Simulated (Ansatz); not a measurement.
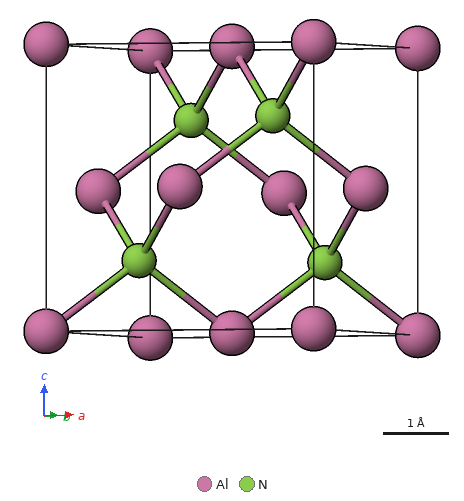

Lattice vibrations of a crystal of AlN at 1.02 times its rest volume, space group F-43m (No. 216), at the zone centre. A ball-and-stick model of the conventional cell (4 times the calculation's cell), seen from a free direction. Lengths and directions refer to the drawn axes.

Method: Ansatz, DFT PBE, scalar-relativistic, plane waves, PAW.

Input file:
```yaml
crystal:
  lattice:
    - [0.0, 2.2161675774, 2.2161675774]
    - [2.2161675774, 0.0, 2.2161675774]
    - [2.2161675774, 2.2161675774, 0.0]
  atoms:
    - { symbol: Al, position: [0.0, 0.0, 0.0] }
    - { symbol: "N", position: [0.75, 0.75, 0.75] }
basis:
  ecutwfc: 420
kpoints:
  mp_grid: { grid: [10, 10, 10] }
hamiltonian:
  xc: pbe
scf:
  occupations: { method: fixed }
output:
  eigenvalues: true
phonons:
  method: dfpt
  dielectric: true
  rigid_motions: translations
  eigenvectors: true
```

Run as
```bash
ansatz run input.yaml --threads 1 --pin off --max-ram 3072MiB --backend cpu --events-out ev --progress --plain --runs-dir out
```

Frequencies are those without the non-analytic (LO–TO) term.

### Give the spectrum at this point.

The calculation's cell holds 2 atoms, so there are 3 optical modes, in 1 level. The optical modes span T₂. No level is unstable.

```tsv
level	symmetry	frequency (cm⁻¹)	activity
1	T₂	617	infrared- and Raman-active
```

The modes drawn as arrows (one member of each degenerate set):

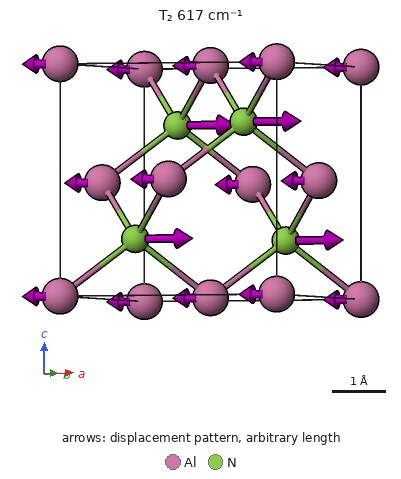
